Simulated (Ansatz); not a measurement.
System: Ta, space group Im-3m (No. 229) (one of a set of cubic test structures, which need not be the stable phase).

Calculation (Ansatz 0.2.0 development build): equation of state of a cubic crystal from periodic Kohn-Sham density functional theory without spin, third-order Birch-Murnaghan fit to the free energies; pressure corrected for the finite basis. Level: r2SCAN.

structure type bcc; atoms in cell 1; space group number 229; lattice centring body-centred primitive; k mesh 14×14×14; occupation method Fermi–Dirac; occupation width 0.1 eV; wave cutoff 500 eV; datasets all-electron datasets; density tolerance 1e−09 eV; bands 18; density cutoff ratio 7; nucleus point; search for lower states default.

What does the calculation give for the energy above the lowest point and pressure against volume? The volume takes the values 16.83, 17.38, 17.93, 18.47, 19.02 Å³/atom.

A third-order Birch–Murnaghan fit gives V0 = 18.03 Å³/atom, B0 = 202 GPa and B′ = 4.1. The energy above the lowest point is 56.7 meV/atom at volume 16.83 Å³/atom and 30.8 meV/atom at 19.02 Å³/atom; the lowest computed point is at volume 17.93 Å³/atom (0.0 meV/atom), and no other minimum shows. The pressure falls from 16.1 GPa at volume 16.83 Å³/atom to −9.7 GPa at 19.02 Å³/atom, and changes sign near 18.04 Å³/atom.

| volume (Å³/atom) | energy above the lowest point (meV/atom) | pressure (GPa) |
| --- | --- | --- |
| 16.83 | 56.7 | 16.1 |
| 17.38 | 15.7 | 8.1 |
| 17.93 | 0.0 | 1.2 |
| 18.47 | 6.1 | −4.6 |
| 19.02 | 30.8 | −9.7 |

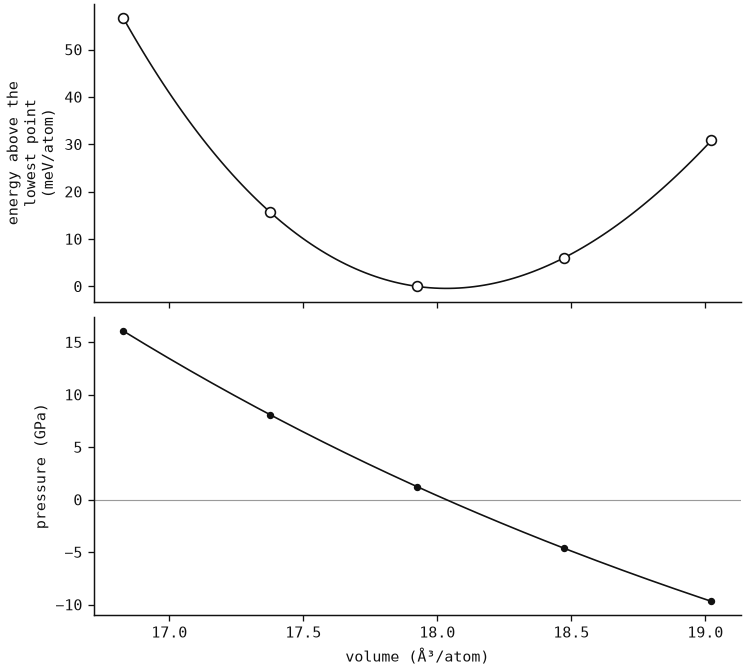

Limits of the calculation: modest k-mesh, values are not fully converged in k.
